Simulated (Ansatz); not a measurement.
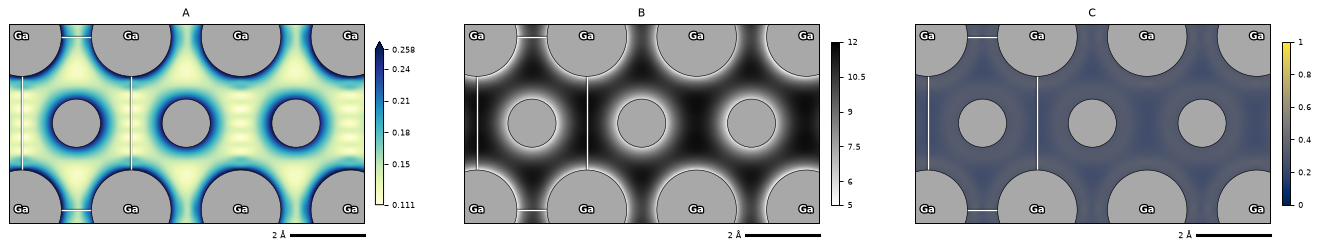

Ga: 3 fields on the (100) plane of the conventional cell, with unlabelled colour scales. Grey discs cover the atomic cores.

Space group P6₃/mmc; set up as Ga, hcp; a generated structure, not necessarily the stable one; changed on purpose from its base cell (volume × 1.08); computed pressure about −4 GPa in this cell.

The calculation used DFT, LDA (PW92), plane waves (420 eV) with PAW, scalar-relativistic (Ansatz).

```
CELL_PARAMETERS angstrom
3.00990 0.00000 0.00000
-1.50495 2.60665 0.00000
0.00000 0.00000 4.75192
ATOMIC_POSITIONS crystal
Ga 0.33333 0.66667 0.25000
Ga 0.66667 0.33333 0.75000
```

Match the panels to the quantities (electron localisation function, electrostatic potential energy of an electron and valence pseudo-density).

Panel A: valence pseudo-density. Panel B: electrostatic potential energy of an electron (low next to the atoms, rising into the space between them). Panel C: electron localisation function. From the grid: Ga–Ga (3.01 Å): ρ is about 0.15 e/Å³ halfway; the ELF is about 0.30 at the midpoint: no localised pair shows between them.
